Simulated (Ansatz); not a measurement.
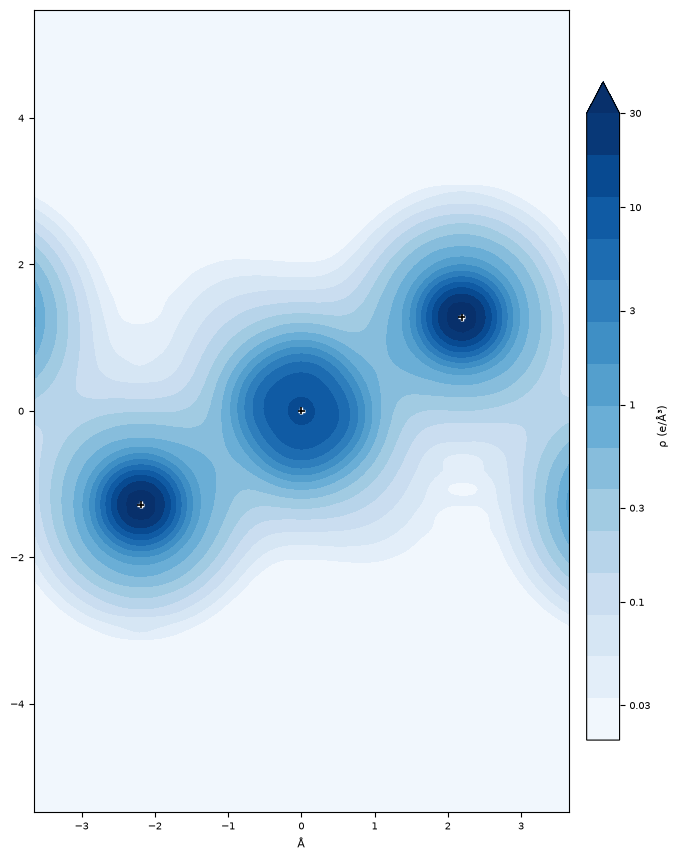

The valence charge density (pseudo) on a plane through atoms (crosses mark nuclei in the plane).

Computed with Ansatz, DFT, PBE, plane waves, PAW.

Candidates:
A. InSb, a = 6.82 Å, b = 6.82 Å, c = 6.82 Å, α = 90.00°, β = 90.00°, γ = 90.00°. Space group F-43m; started from the zincblende prototype, which need not be the ambient phase; changed on purpose from its base cell (hydrostatic strain +4.0%); computed pressure about −2 GPa in this cell.
B. PtSe2 (slab), a = 3.85 Å, b = 3.74 Å, c = 30.06 Å, α = 90.00°, β = 90.00°, γ = 120.98°. Started from the 1T monolayer prototype, which need not be the ambient phase; changed on purpose from its base cell (uniaxial x strain +4.0%).

Q: Which candidate gave the map?

A: Candidate B: PtSe2 on the (110) plane of the calculation cell, a cut from vacuum to vacuum, which holds Pt and Se. Pt–Se (2.54 Å): the density is about 0.56 e/Å³ at the midpoint.
